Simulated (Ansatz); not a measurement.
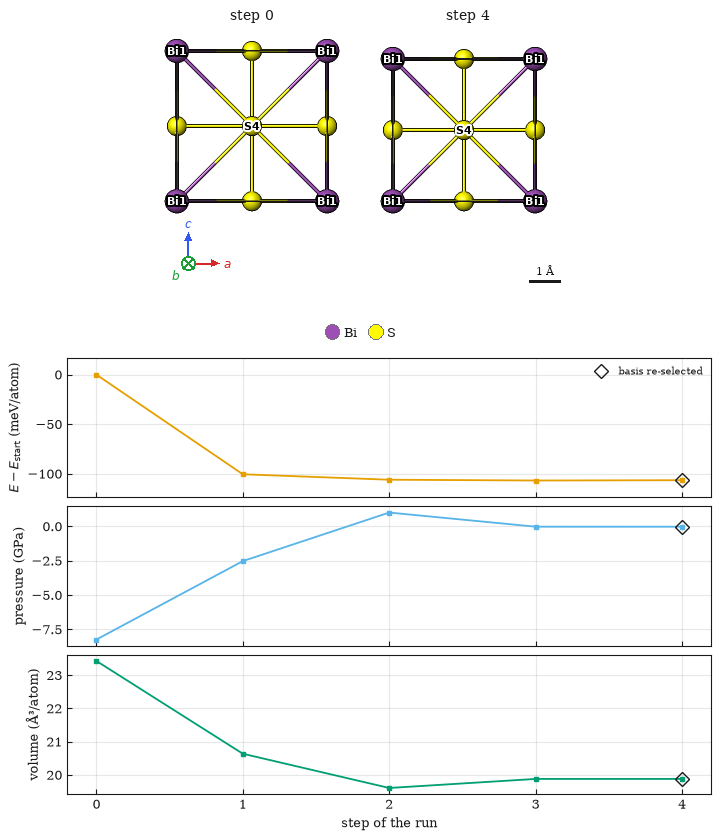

First and last geometry of a relaxation of a crystal of BiS4 (a generated structure, set up in Pm-3m) (coarse preliminary run), with the history of the run. Style: ball-and-stick. Shown: the cell of the calculation, along the b axis.

The calculation used Ansatz 0.2.0, DFT PBE, scalar-relativistic, plane waves, PAW. Set-up: plane-wave cutoff 420 eV; k-point mesh 4 × 4 × 4; occupations gaussian; smearing width 0.1 eV; no spin polarisation; cell and atoms relaxed; force threshold 0.04 eV/Å; at most 70 steps.

Did the run converge, and what did it change?

Answer. It converged. The atoms keep their places relative to the cell (all moves are under 0.005 Å). Cell: a = b = c 4.893 → 4.632 Å (−5.3 %). Volume −15.1 %. Near-neighbour distances that change, for instance: Bi–S 3.460 → 3.276 Å, S–S 2.447 → 2.316 Å. The space group stays Pm-3m (No. 221). Over 3 accepted moves (4 points after the start) the energy falls by 106 meV per atom. All forces vanish by symmetry, so only the cell relaxes. Pressure: −8.23 GPa at the start and −0.02 GPa at the end. At 1 point the geometry stayed and the basis and grid were re-selected for the new cell (energy shift of 0.3 meV per atom at most each time). Cost: 11 s on 1 thread of Arm Neoverse V1, with other jobs on the host, peak memory 0.36 GiB.

| step | E − E(0), meV/atom | pressure, GPa | volume, Å³/atom | note |
| --- | --- | --- | --- | --- |
| 0 | 0.00 | -8.23 | 23.429 |  |
| 1 | -100.49 | -2.52 | 20.639 |  |
| 2 | -105.98 | 1.01 | 19.608 |  |
| 3 | -106.78 | -0.02 | 19.880 |  |
| 4 | -106.48 | -0.02 | 19.880 | same geometry, new basis |
